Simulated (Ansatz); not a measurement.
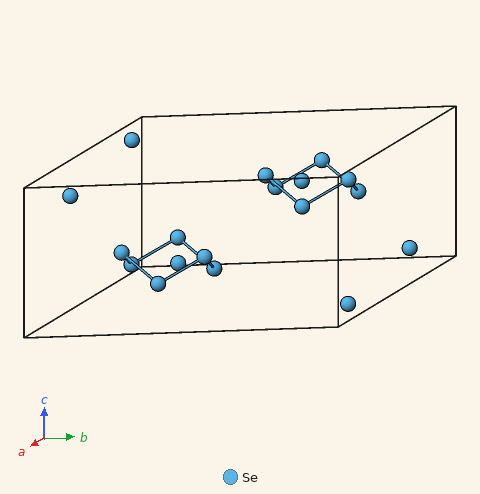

Se, space group R-3:H (No. 148), a = 13.874 Å, b = 13.874 Å, c = 6.750 Å, α = 90.00°, β = 90.00°, γ = 120.00°

| site | Wyckoff | x | y | z |
| --- | --- | --- | --- | --- |
| Se | 18f | 0.8023 | 0.5001 | 0.4110 |

Origin: the end point of a relaxation with Ansatz, DFT, revPBE, plane waves (420 eV) with PAW, scalar-relativistic.

How is the cell volume shared among the sites in a plain Voronoi partition?

```json
{"site": "Se", "faces above 1 % of the sphere": "10", "volume (Å³)": "62.51", "solid angle by neighbour (%)": "Se 100"}
```

Weighted by multiplicity the volumes add up to the cell volume, 1125.2 Å³.

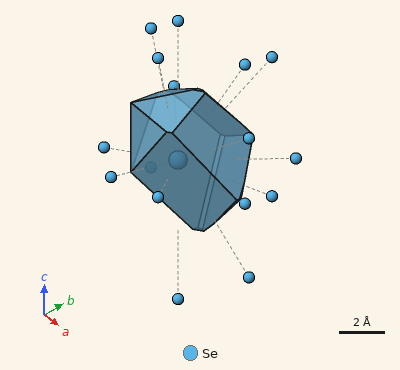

The computed Voronoi cell of Se, with the neighbours that bound it.
